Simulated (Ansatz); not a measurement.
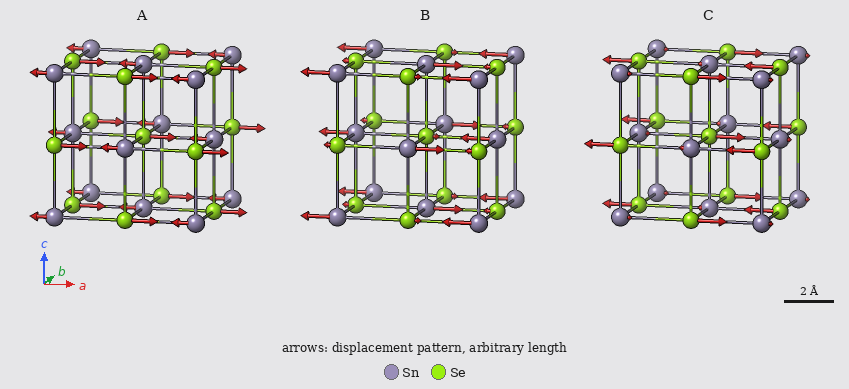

Three modes of solid SnSe at the zone centre of a doubled cell, in no order. The red arrows are the displacements of the atoms (eigenvector over the root of the mass), of arbitrary overall length and sign. The picture is a ball-and-stick view of the conventional cell (2 times the calculation's cell), seen slightly off an axis. Lengths and directions refer to the drawn axes.

Computed with DFT PBE+D3(BJ), scalar-relativistic, plane waves, PAW (Ansatz). Set-up: plane-wave cutoff 420 eV; k-point mesh 8 × 8 × 6; occupations gaussian; smearing width 0.05 eV; no spin polarisation.

Frequencies are those without the non-analytic (LO–TO) term.

Rank the modes by frequency, softest first.

A (40 cm⁻¹), B (59 cm⁻¹), C (82 cm⁻¹). A, non-degenerate: The Se sublattice moves against the Sn sublattice, along a; it stretches the shortest Se–Sn bonds (2.99 Å); the kinetic energy is shared as Se 60 %, Sn 40 %. B, non-degenerate: All motion is along a; atoms of one kind move against one another, with no net shift of any sublattice; it stretches the shortest Se–Sn bonds (2.99 Å); the kinetic energy is shared as Sn 96 %, Se 4 %. C, non-degenerate: All motion is along a; atoms of one kind move against one another, with no net shift of any sublattice; the kinetic energy is shared as Se 96 %, Sn 4 %.
